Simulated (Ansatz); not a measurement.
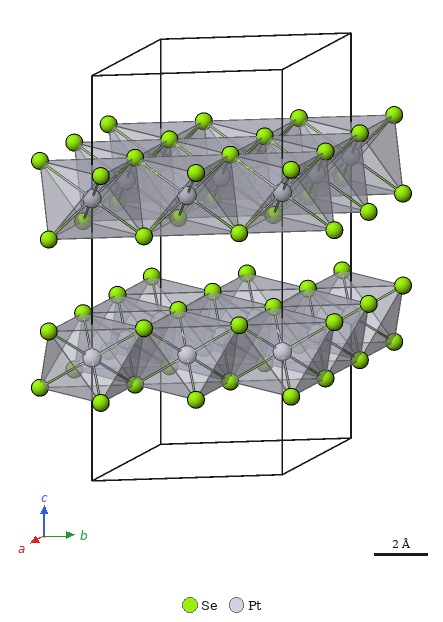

*The structure as given in the input (polyhedral view of the 2 × 2 repeat of the cell, with the vacuum cut short, seen slightly off an axis; polyhedra are completed across the faces of the cell). An atom can appear more than once, as a periodic image.*

## Run report: PtSe$_{2}$, single-point calculation

The run: single-point calculation of PtSe$_{2}$ (slab, 6 atoms in the cell). Method and program: DFT, PBE, dispersion d3bj, plane waves, PAW, no spin polarisation (Ansatz 0.2.0).

The structure derives from an entry of the Crystallography Open Database.

What the program printed
```
Warning: the atoms were moved onto the symmetric positions of the space group found under crystal.symmetry.tolerance 1.0e-5 (fractional; no operation is sought that the atoms, as they stand in a round, miss by more than twice it, and no atom is moved by as much as it), and the run uses the moved positions. Before a round's move an operation carried an atom to 2.02e-6 Å from where it should land, the largest such distance. Atom 1 (counting from 0) moved farthest, by 1.01e-6 Å; the longest move in fractions of the cell, of whichever atom, is 2.3e-3 of the tolerance, in 1 round. To run the atoms as typed, lower crystal.symmetry.tolerance until the operations that they miss are no longer found, or set crystal.symmetry.detect: false (a key that needs symmetry detection or time reversal refuses this as the deck is read). The positions used, in the order of the run's atom list: position: [0.6666666666666666, 0.3333333333333333, 0.39690350925]; position: [0.0, 0.0, 0.4276108981]; position: [0.3333333333333333, 0.6666666666666666, 0.45819595009999997]; position: [0.3333333333333333, 0.6666666666666666, 0.5418040499000001]; position: [0.0, 0.0, 0.5723891019]; position: [0.6666666666666666, 0.3333333333333333, 0.60309649075]; The lattice was moved too: crystal.lattice keeps the space group found at crystal.symmetry.tolerance 1.0e-5 only nearly: the operation that it misses by the most changes a squared length by the fraction 9.60e-12. The run uses the lattice that is a stretch of the typed one, with no rotation, onto the one that keeps every operation to a double's rounding (on a very oblique basis the stretch itself rounds by more); the deck's lattice vector that moved farthest moved by 1.03e-11 Å. To run the lattice as typed, set crystal.symmetry.detect: false, as for the atoms. crystal.lattice made exact, in Å and degrees: [[3.7068661496102724, 0.0, 0.0], [-1.8534330748051362, 3.210240253991104, 0.0], [0.0, 0.0, 43.197713335]]. Pasted over the deck's crystal.lattice, beside positions in fractional coordinates, it runs the same cell (given as lengths and angles, that cell in the form's own orientation, a rigid turn of the misfit's size from the one run here, for which a checkpoint.post_process_only pass over this run's state can be refused: where this run relaxes nothing, give such a pass this deck's own crystal.lattice, as typed; behind a relaxation, as crystal.lattice, the state's own cell, identity.cell in its checkpoint.json), and a matrix so pasted ends this notice, except on a very skew basis of the lattice, where the rounding of the pasted numbers themselves can read as a misfit: the cell is then moved again, and that move is told again. The lattice as run is in this notice's lattice.as_run_ang field (Run.prep()["deck_notices"] in Python, the deck_notice line of an events file, deck_notices of ansatz run --dry-run=json, or deck_notices in record.json in the deck's checkpoint.write directory).
Engine: ansatz 0.2.0, aarch64-unknown-linux-gnu
Pseudopotentials: kind: paw
Pseudopotential: Se, paw, valence charge 16, recommended cutoff 420 eV (normal), Se.paw.azcp
Pseudopotential: Pt, paw, valence charge 18, recommended cutoff 420 eV (normal), Pt.paw.azcp
Functional definition: PBE
  parameter kappa = 0.804
  parameter beta = 0.06672455060314922
  exchange = pbe_x(kappa = kappa, mu = beta*pi^2/3)
  correlation = pbe_c(beta = beta)
Crystal: 6 atoms, lattice volume = 514.050 Å³
Basis set: ecut = 420 eV, 10081 PW (Γ), exchange–correlation on 50×50×600 points (8 copies of the dense FFT grid, shifted against one another)
Bands: 60, of which v1, the nominal top of the filled ones, is band 50 counted from 1 (49 counted from 0)
Symmetry: 12 space group operations
Space group: P-6m2 (ITA 187), of the structure as read, at distance tolerance 8.0e-5 Å
k-points: 19 of 144 (time reversal used)
Non-local potential: Se, projectors of the file, l = 0: 2, l = 1: 2, l = 2: 3, l = 3: 1
Non-local potential: Pt, projectors of the file, l = 0: 3, l = 1: 2, l = 2: 2, l = 3: 1
PAW form: soft (Blöchl's): semilocal exchange-correlation on the pseudo side does not see the compensation charge
PAW one-centre angular grid: Se, 590 points (default); XC on 64 Gauss nodes
PAW one-centre angular grid: Pt, 590 points (default); XC on 64 Gauss nodes
Initial density: superposition of atomic densities (chi_scale 0.1, normalization cell, long waves kept (reshape's long-wave potential 0.24 eV rms))
Initial wavefunctions: pseudopotential atomic-orbital guess
Functional: x = pbe(κ = 0.804, μ = 0.2195149727645171), c = pbe(β = 0.06672455060314922)
iter 1 solved again at ethr=1.61e-3 eV; its pass at ethr=1.00e-1 eV (dr2=1.61e0 eV) is discarded
SCF iter   1: F=—  HF=-46927.070021 eV  |F-HF|=—  |Δ(HF+E_count)|=         —  Δρ=2.69e-2  dr2=1.77e0  ethr=1.61e-3  ⟨swp⟩=11.1  Hψ=6784  notcnv=0
preconditioner: auto → Resta (q_TF=auto, 2.077 Å⁻¹)  ε∞=2.3  [insulator: Δε(μ)=1.036 eV  Ē_g=9.616 eV  σ=0.020 eV  W_gap=1.00  n_scr=82 (ndim 8)  ℏωp=10.9 eV  f_vac=0.714  D(μ)=0.00/eV (n_scr^D=0)  ε∞_Penn≈2.3  vacuum switching on, ρ_ref=6.7e-3 e/Å³]
SCF iter   2: F=—  HF=-46926.798737 eV  |F-HF|=—  |Δ(HF+E_count)|=   2.71e-1  Δρ=1.19e-2  dr2=5.73e-1  ethr=1.61e-3  ⟨swp⟩=3.8  Hψ=2707  notcnv=0  defer=11
SCF iter   3: F=—  HF=-46926.741641 eV  |F-HF|=—  |Δ(HF+E_count)|=   5.71e-2  Δρ=8.33e-3  dr2=2.61e-1  ethr=5.73e-4  ⟨swp⟩=6.2  Hψ=2919  notcnv=0  defer=29
iter 4 solved again at ethr=3.97e-6 eV; its pass at ethr=2.61e-4 eV (dr2=3.97e-3 eV) is discarded
SCF iter   4: F=—  HF=-46926.701334 eV  |F-HF|=—  |Δ(HF+E_count)|=   4.03e-2  Δρ=9.36e-4  dr2=3.91e-3  ethr=3.97e-6  ⟨swp⟩=5.7  Hψ=5739  notcnv=0  defer=26
SCF iter   5: F=—  HF=-46926.702724 eV  |F-HF|=—  |Δ(HF+E_count)|=   1.39e-3  Δρ=4.44e-4  dr2=8.13e-3  ethr=3.91e-6  ⟨swp⟩=6.5  Hψ=2964  notcnv=0  defer=25
SCF iter   6: F=—  HF=-46926.702199 eV  |F-HF|=—  |Δ(HF+E_count)|=   5.25e-4  Δρ=2.39e-4  dr2=8.97e-4  ethr=3.91e-6  ⟨swp⟩=5.3  Hψ=2538  notcnv=0  defer=14
SCF iter   7: F=—  HF=-46926.702267 eV  |F-HF|=—  |Δ(HF+E_count)|=   6.83e-5  Δρ=6.95e-5  dr2=5.93e-5  ethr=8.97e-7  ⟨swp⟩=3.8  Hψ=2256  notcnv=0  defer=27
SCF iter   8: F=—  HF=-46926.702279 eV  |F-HF|=—  |Δ(HF+E_count)|=   1.21e-5  Δρ=1.40e-5  dr2=1.78e-6  ethr=5.93e-8  ⟨swp⟩=4.0  Hψ=2599  notcnv=0  defer=19
SCF iter   9: F=—  HF=-46926.702280 eV  |F-HF|=—  |Δ(HF+E_count)|=   1.11e-6  Δρ=5.94e-6  dr2=2.98e-7  ethr=1.78e-9  ⟨swp⟩=4.6  Hψ=3202  notcnv=0  defer=5
SCF iter  10: F=-46926.702281 eV  HF=-46926.702281 eV  |F-HF|=6.65e-8  |Δ(HF+E_count)|=   2.81e-7  Δρ=1.99e-6  dr2=8.45e-8  ethr=2.98e-10  ⟨swp⟩=3.4  Hψ=2719  notcnv=0  defer=2
SCF 1 converged in 10 iterations: F = -46926.702281 eV  dr2 = 8.45e-8
  Residual-converged pass: ⟨swp⟩=4.2  Hψ=3043  notcnv=0  max |occ|·‖R‖ = 6.6e-6 eV (tolerance 6.7e-6 eV)  dr2=8.87e-8  dr2_onsite=1.27e-8  max |Δocc| = 1.8e-230
  greatest PAW one-centre occupation: 1.000 electrons in one spin orbital (limit 2), on the Pt atom at site 4 (counted from 0), in its partial waves of l = 0
```

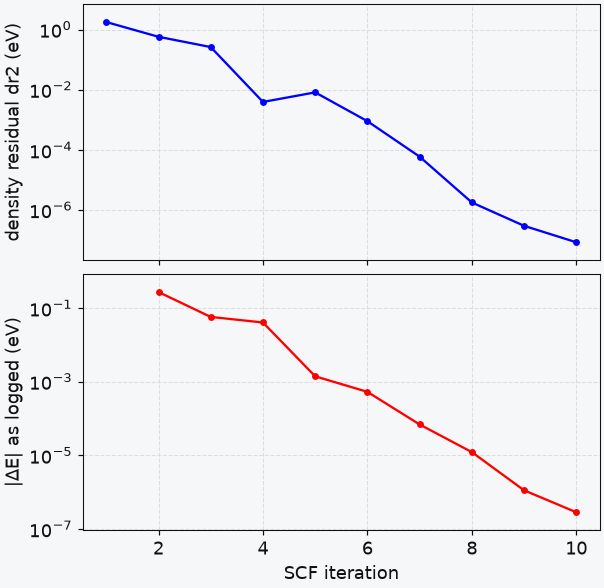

*Convergence of the self-consistent field: density residual dr2 and size of the energy change against the SCF iteration.*

The residual comes down, with one marked jump up, by a factor of about 2, at step 5.

```
SCF converged after 10 iterations
Free energy (F): -46926.702281 eV
Harris-Foulkes:  -46926.702281 eV  (|F-HF|=6.65e-8)
Internal energy: -46926.702281 eV  (E = F + TS)
E sigma→0 (E₀):  -46926.702281 eV
Fermi energy:    -4.911059 eV
--- Per-component energies (eV) ---
  E_band       = -3694.885254
  E_kinetic    = 1747.223931
  E_local      = -545859.792716  (includes V_loc(G=0)·N_el)
  E_nonlocal   = -1981.860009
  E_hartree    = 271551.510092
  E_xc         = -939.922368
  E_vxc        = -997.716770  (∫ρ·V_xc dr)
  E_paw        = -26555.347644  (= ΣΔE_a)
  E_vpaw       = 294.163373  (= ΣTr[D̂ρ^β])
  E_aug_tail   = -0.001951  (compensation charges beyond the density's cutoff)
  E_ewald      = 255113.527628
  E_disp       = -2.039244  (pairwise vdW)
  E_smearing   = -0.000000  (= −TS)
  E_closure    = 0.000000  (closes the sum)
  Σ components = -46926.702281   (vs F -46926.702281, Δ=0.00e0)
--- Forces (eV/Å), atoms counted from 1 ---
  atom   1  Se    -0.00000000     0.00000000     0.00456754
  atom   2  Pt    -0.00000000    -0.00000000    -0.00565323
  atom   3  Se     0.00000000    -0.00000000     0.00744806
  atom   4  Se     0.00000000    -0.00000000    -0.00744806
  atom   5  Pt    -0.00000000    -0.00000000     0.00565323
  atom   6  Se     0.00000000     0.00000000    -0.00456754
  max |Σ_I F_I| component: 6.79e-18 eV/Å
--- 2D stress c σ (N/m, compression-positive) ---
       -0.012338      -0.000000       0.000000
        0.000000      -0.012338       0.000000
        0.000000       0.000000       0.000000
  P = ½ c Tr σ = -0.0123 N/m
--- Band table (eV; the first three rows and the last of 19) ---
  k-point 0: bands = ["-104.1197", "-104.1197", "-58.3432", "-58.3432", "-58.3432", "-58.3432", "-58.2948", "-58.2948", "-53.0439", "-53.0439", "-53.0439", "-53.0439", "-53.0268", "-53.0268", "-53.0268", "-53.0268", "-53.0163", "-53.0163", "-53.0162", "-53.0162", "-53.0055", "-53.0050", "-52.9940", "-52.9940", "-52.9940", "-52.9940", "-52.9814", "-52.9814", "-19.7443", "-19.6930", "-18.0039", "-17.9004", "-10.9966", "-10.7596", "-10.7596", "-10.7538", "-10.7538", "-10.6882", "-8.5370", "-8.5370", "-8.5359", "-8.5359", "-7.2149", "-6.8769", "-6.6258", "-5.8044", "-5.7029", "-5.7029", "-5.6399", "-5.6399", "-2.7534", "-2.7534", "-2.6520", "-2.6520", "-1.1216 (-1.1217°)", "-0.7725 (-0.7729°)", "-0.2806 (-0.2808°)", "-0.0035", "-0.0034", "0.2989"]
  k-point 1: bands = ["-104.1196", "-104.1196", "-58.3439", "-58.3439", "-58.3434", "-58.3434", "-58.2948", "-58.2948", "-53.0439", "-53.0439", "-53.0438", "-53.0438", "-53.0269", "-53.0269", "-53.0268", "-53.0268", "-53.0163", "-53.0163", "-53.0162", "-53.0162", "-53.0054", "-53.0049", "-52.9940", "-52.9940", "-52.9939", "-52.9939", "-52.9814", "-52.9814", "-19.6692", "-19.6174", "-18.0059", "-17.9053", "-10.9313", "-10.7740", "-10.7696", "-10.7148", "-10.7087", "-10.6073", "-8.6435", "-8.6401", "-8.5927", "-8.5904", "-7.3594", "-7.1275", "-6.5694", "-5.8708", "-5.7885", "-5.6981", "-5.6360", "-5.4771", "-3.2646", "-3.1395", "-2.8678", "-2.7660", "-0.8246 (-0.8248°)", "-0.5870 (-0.5875°)", "0.1001", "0.2699", "0.4118", "0.5248"]
  k-point 2: bands = ["-104.1196", "-104.1196", "-58.3459", "-58.3458", "-58.3439", "-58.3439", "-58.2946", "-58.2946", "-53.0439", "-53.0439", "-53.0437", "-53.0437", "-53.0269", "-53.0269", "-53.0267", "-53.0267", "-53.0164", "-53.0162", "-53.0162", "-53.0161", "-53.0054", "-53.0049", "-52.9941", "-52.9941", "-52.9939", "-52.9939", "-52.9813", "-52.9813", "-19.4535", "-19.4002", "-18.0127", "-17.9198", "-10.8706", "-10.7778", "-10.6588", "-10.5966", "-10.5896", "-10.3962", "-9.0381", "-9.0210", "-8.7061", "-8.7012", "-7.7275", "-7.6030", "-6.3846", "-5.9182", "-5.8798", "-5.7665", "-5.7072", "-5.3724", "-4.1228", "-3.9027", "-3.0761", "-2.9716", "-0.2590 (-0.2596°)", "-0.1783 (-0.1794°)", "0.5148", "0.7194", "0.7263", "0.8745"]
  k-point 18: bands = ["-104.1194", "-104.1194", "-58.3508", "-58.3508", "-58.3508", "-58.3508", "-58.2940", "-58.2940", "-53.0438", "-53.0438", "-53.0435", "-53.0435", "-53.0269", "-53.0269", "-53.0265", "-53.0265", "-53.0166", "-53.0165", "-53.0159", "-53.0158", "-53.0052", "-53.0047", "-52.9943", "-52.9943", "-52.9937", "-52.9937", "-52.9811", "-52.9811", "-18.1334", "-18.0332", "-18.0332", "-18.0098", "-10.9748", "-10.9283", "-10.6195", "-10.5716", "-10.5611", "-10.5541", "-9.3786", "-9.1397", "-9.1374", "-8.9628", "-8.1982", "-8.1934", "-8.0489", "-7.9130", "-6.8409", "-6.6678", "-6.6300", "-6.4492", "-4.0636", "-4.0583", "-3.7335", "-3.6798", "0.0377", "0.6782", "1.9142", "2.2971", "2.8313", "2.8320"]
  ° read free of the cell's end (the report's vacuum.weakly_bound_levels)
```

This output came from the following input.

Input
```yaml
crystal:
  lattice:
    - [3.7068661496, 0.0, 0.0]
    - [-1.8534330748, 3.210240254, 0.0]
    - [0.0, 0.0, 43.197713335]
  atoms:
    - { symbol: Se, position: [0.6666666667, 0.3333333333, 0.3969035292] }
    - { symbol: Pt, position: [0.0, 0.0, 0.4276108747] }
    - { symbol: Se, position: [0.3333333333, 0.6666666667, 0.4581959535] }
    - { symbol: Se, position: [0.3333333333, 0.6666666667, 0.5418040533] }
    - { symbol: Pt, position: [0.0, 0.0, 0.5723890785] }
    - { symbol: Se, position: [0.6666666667, 0.3333333333, 0.6030965107] }
  periodic: [true, true, false]
basis:
  ecutwfc: 420
kpoints:
  mp_grid: { grid: [12, 12, 1] }
hamiltonian:
  xc: pbe
  dispersion: d3bj
scf:
  occupations: { method: gaussian, width: 0.02 }
  initial_density: { chi_scale: 0.1 }
  eigensolver: { kind: davidson }
output:
  forces: true
  eigenvalues: true
  stress: true
```

Command:
```bash
ansatz run input.yaml --threads 2 --pin off --max-ram 5120MiB --backend cpu --events-out ev --progress --plain --runs-dir out
```

Summary

```csv
quantity,value
outcome,converged
electrons treated,100
free energy,−46926.7023 eV
Fermi energy,−4.911 eV
gap on the k-point mesh,0.91 eV
largest force (length of the vector),0.007 eV/Å
hardware,"2 threads of Arm Neoverse N1, 24 GiB of memory available, shared host"
wall time,93 s (CPU time 3.1 min)
peak memory,0.87 GiB
```

Settings chosen away from the usual ones: scf.initial_density.chi_scale set to 0.1; scf.eigensolver.kind set to davidson. The program warns: the structure was made exactly symmetric. Spin–orbit coupling is left out, which matters for Pt.
